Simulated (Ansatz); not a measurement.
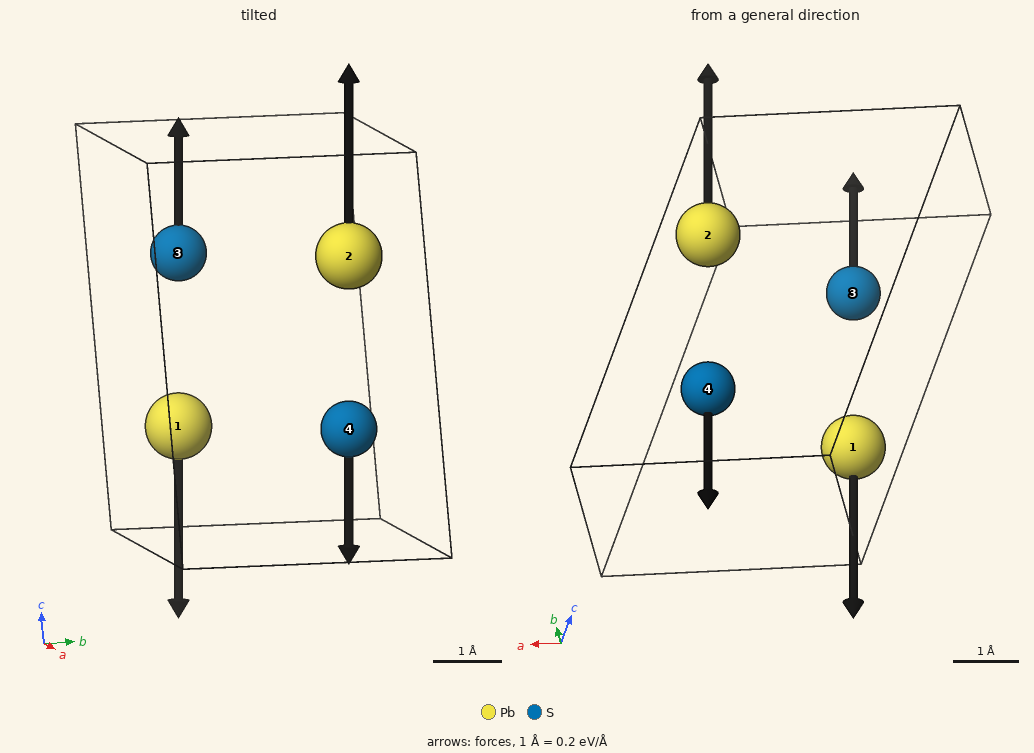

The figure gives a spheres-only picture of the atoms, viewed slightly off an axis and from a general direction. The cell (the run's own, in a reduced setting) is drawn as a box. The arrows are the computed forces on the atoms.

System: PbS. Computational set-up: DFT LDA, scalar-relativistic, plane waves, PAW (Ansatz), a 420 eV plane-wave basis, k-points about 0.25 Å⁻¹ apart, Gaussian smearing of 0.02 eV, no spin polarisation.

Are the forces small enough to call this converged?

No. The atoms still feel forces of up to about 0.49 eV/Å, far above a usual threshold of 0.01 to 0.03 eV/Å.

Name the atom under the greatest force.

Pb1 and Pb2, about 0.49 eV/Å.

Mean force by element?

Mean magnitudes: about Pb 0.49 eV/Å, S 0.33 eV/Å.

Its origin is a structure listed in the Materials Project. The cell was then strained or its atoms displaced on purpose. It went into a calculation with Ansatz.
